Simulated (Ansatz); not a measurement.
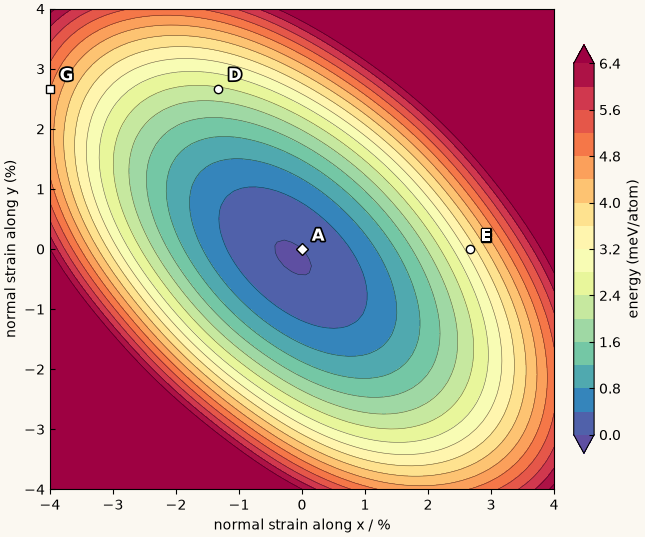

Cd (Fm-3m, No. 225; 1 atom in the cell). 
- The energy is mapped over two homogeneous strains (x, y and z along the cube axes).
- Coordinates scanned: (1) normal strain along x; (2) normal strain along y.
- Nothing is relaxed (symmetry fixes all fractional coordinates).
- The grid has 7 × 7 points; 28 points were computed and 21 follow by symmetry.
- Energies are in meV/atom, from the lowest grid point.
- Theory: DFT PBE, scalar-relativistic, plane waves, PAW (Ansatz). Settings: cutoff 420 eV, k-mesh 18×18×18, gaussian smearing 0.15 eV, no spin polarisation.

The picture shows filled contours, one colour for all values above the top of the scale, lettered points. Between grid points the surface is interpolated.

### What kind of point is each of A, D, E: minimum, saddle, maximum or slope?

A: minimum; D: on a slope; E: on a slope. (In these two coordinates alone; a stationary point may lie a little off the grid point.)

### Which space group has the cell at each letter?

A: Fm-3m; D: Fmmm; E: I4/mmm; G: Fmmm.

### Rank the lettered points by energy, lowest first.

A (0.0 meV/atom), D (2.3 meV/atom), E (3.4 meV/atom), G (4.8 meV/atom).
